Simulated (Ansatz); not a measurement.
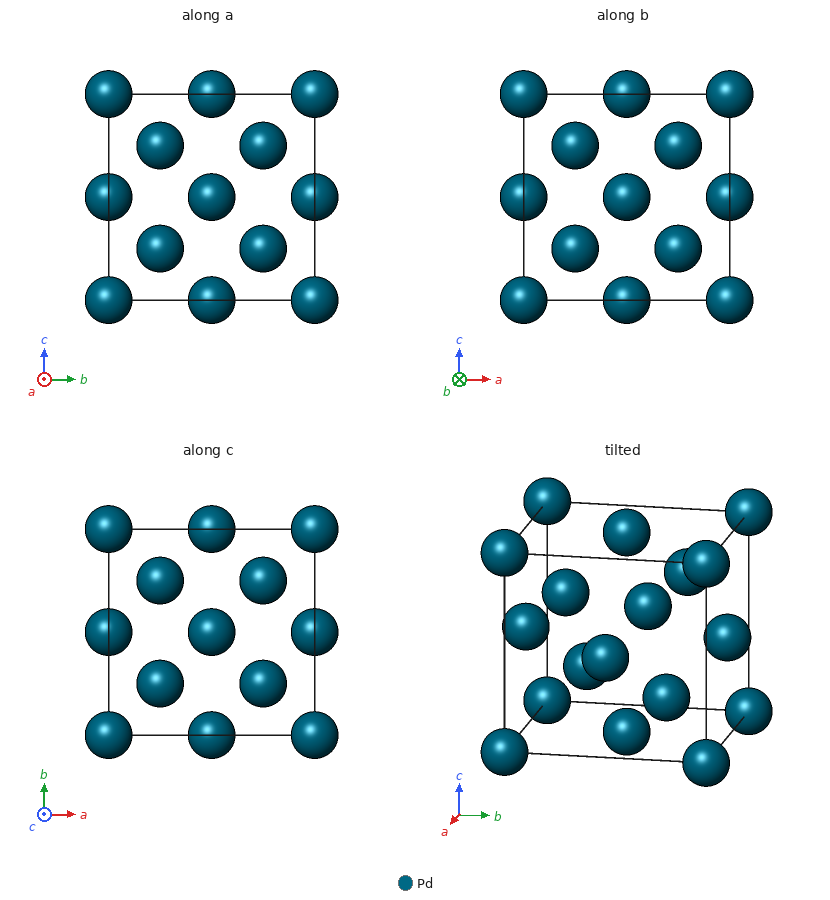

The crystal in a spheres-only representation, seen along the a axis, along the b axis, along the c axis and slightly off an axis. The parallelepiped is the conventional unit cell.

Lattice parameters: a = 5.626 Å, b = 5.626 Å, c = 5.626 Å, α = 90.00°, β = 90.00°, γ = 90.00°. Put a along x and b in the xy plane.

From the views, write a POSCAR file.

Answer.
```
Pd
1.0
     5.626    0.000    0.000
     0.000    5.626    0.000
     0.000    0.000    5.626
Pd
8
Direct
  0.7500 0.7500 0.2500
  0.0000 0.5000 0.5000
  0.7500 0.2500 0.7500
  0.0000 0.0000 0.0000
  0.2500 0.7500 0.7500
  0.5000 0.5000 0.0000
  0.2500 0.2500 0.2500
  0.5000 0.0000 0.5000
```

Origin of the cell: a structure type filled with this element by a generator (whether the element takes this form wasn't checked). Earlier steps of the study may have refined or changed the cell and positions. A calculation with Ansatz used it as input.

At this level of theory the cell isn't at rest (compressed, at 10 GPa), so its distances can differ from those at equilibrium, the more so the softer the solid.
